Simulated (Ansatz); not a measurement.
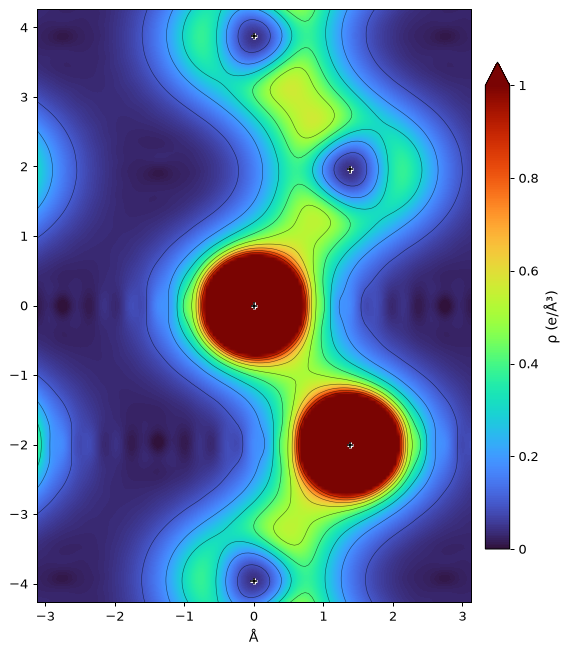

The valence pseudo-density on a plane through atoms (crosses mark nuclei in the plane).

Theory: Ansatz 0.2.0, DFT PBEsol, scalar-relativistic, plane waves, PAW.

Candidates:
A. SiGe, a = 5.54 Å, b = 5.54 Å, c = 5.54 Å, α = 90.00°, β = 90.00°, γ = 89.91°. Space group Pmma; a generated structure, not necessarily the stable one.
B. CoSi (slab), a = 4.39 Å, b = 4.39 Å, c = 24.69 Å, α = 90.00°, β = 90.00°, γ = 90.00°. Not relaxed (largest force 1.3 eV/Å); computed without spin polarisation.

Q: Which system is this?

A: Candidate A: SiGe on the (011) plane of the calculation cell, which holds Ge and Si. Si–Si (2.37 Å): ρ is about 0.56 e/Å³ halfway. Si–Ge (2.40 Å): the density is about 0.54 e/Å³ at the midpoint.
